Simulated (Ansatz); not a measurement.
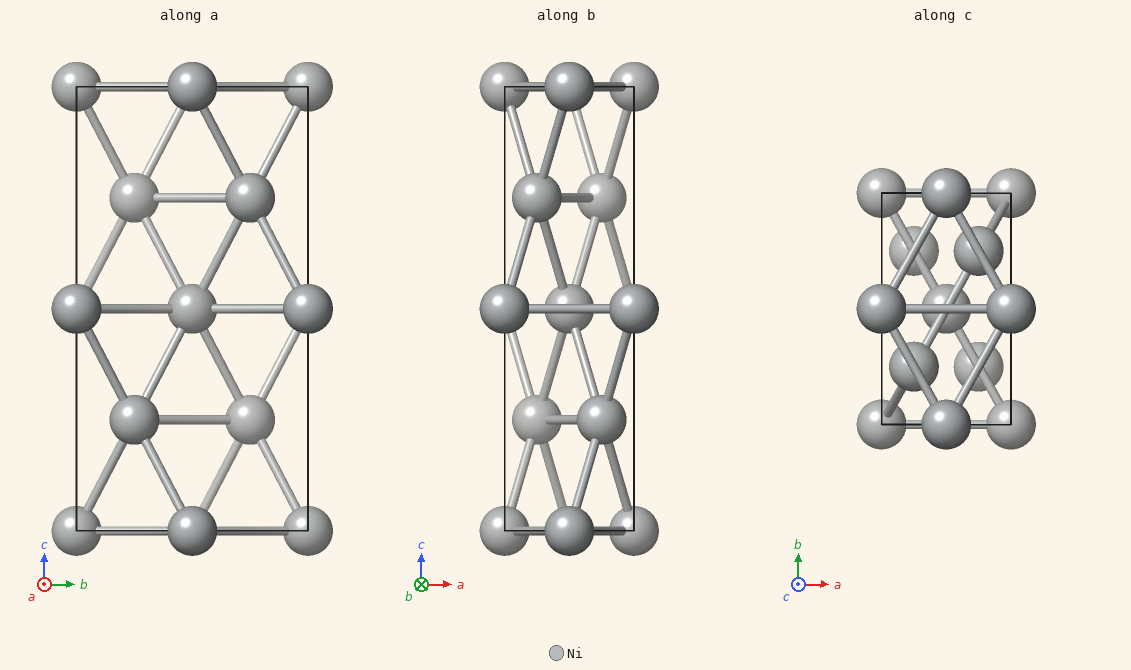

Drawn in the ball-and-stick manner and seen along the a axis, along the b axis and along the c axis. The drawn cell (a repeat of the simulation cell) is drawn as a box.

Lattice parameters: a = 2.395 Å, b = 4.285 Å, c = 8.222 Å, α = 90.00°, β = 90.00°, γ = 90.05°. Put a along x and b in the xy plane.

Reconstruct the structure as a POSCAR file.

Answer.
```
Ni
1.0
     2.395    0.000    0.000
    -0.004    4.285    0.000
     0.000    0.000    8.222
Ni
8
Direct
  0.2500 0.7500 0.2501
  0.7500 0.7500 0.7501
  0.2500 0.2500 0.7501
  0.0000 0.5000 0.0000
  0.5000 0.5000 0.5000
  0.0000 0.0000 0.5000
  0.7500 0.2500 0.2501
  0.5000 0.0000 0.0000
```

The structure was taken from a structure type filled with this element by a generator (whether the element takes this form wasn't checked). The picture shows the end point of a geometry optimisation with Ansatz, DFT, r2SCAN, plane waves (500 eV) with PAW, scalar-relativistic.
